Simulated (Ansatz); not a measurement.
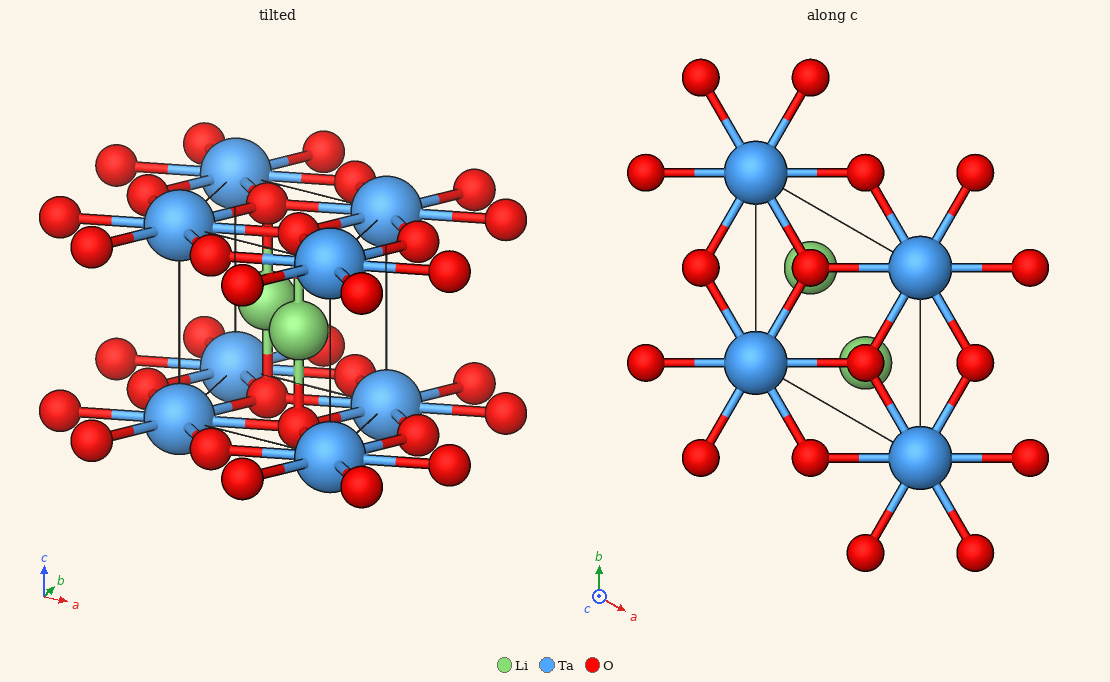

We look at a ball-and-stick model of the crystal slightly off an axis and along the c axis. Lines trace the edges of the conventional unit cell. Some atoms of the next cells are drawn as well. Cell: a = 3.92 Å, b = 3.92 Å, c = 3.66 Å, α = 90.00°, β = 90.00°, γ = 120.00°.

Its origin is a random cell made by a generator, so it need not be a real form of the compound. Earlier steps of the study may have refined or changed the cell and positions. A calculation with Ansatz used it as input.

Characterise what is shown.

Answer. Formula: Li$_{2}$TaO$_{2}$. The symmetry is that of P6/mmm (No. 191), on a primitive hexagonal lattice. Cell content 2 Li, 1 Ta, 2 O; Z = 1. About every Li there are two O in a linear arrangement at about 1.8 Å. The coordination shell of Ta holds six O at about 2.3 Å. O is coordinated by three Ta and two Li in a distorted trigonal bipyramidal arrangement (about 2.3 Å to Ta, 1.8 Å to Li). Not all metal-metal contacts are counted. With all bonds counted the structure is a three-dimensional framework. Leaving out the bonds to Li, what remains is TaO2 layers parallel to (001).

Theory: Ansatz 0.2.0, DFT PBE, scalar-relativistic, plane waves, PAW. Numerical settings: E_cut = 420 eV, k-grid 12×12×10, Gaussian smearing of 0.1 eV, no spin polarisation.

What is the band gap, if any?

Answer. A metal: bands cross the Fermi level.

What are the atomic charges by Bader's partition?

Answer. Li +0.82 e; Ta +1.06 e; O -1.34 e.

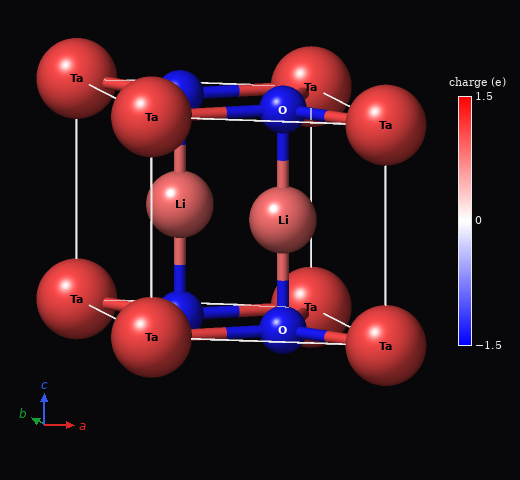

The atoms coloured by those charges. The run's cell of 5 atoms is drawn.

Is this the optimised geometry for these settings?

Answer. Yes. All forces vanish to within 0.01 eV/Å. The pressure is 0.0 GPa, close to zero.
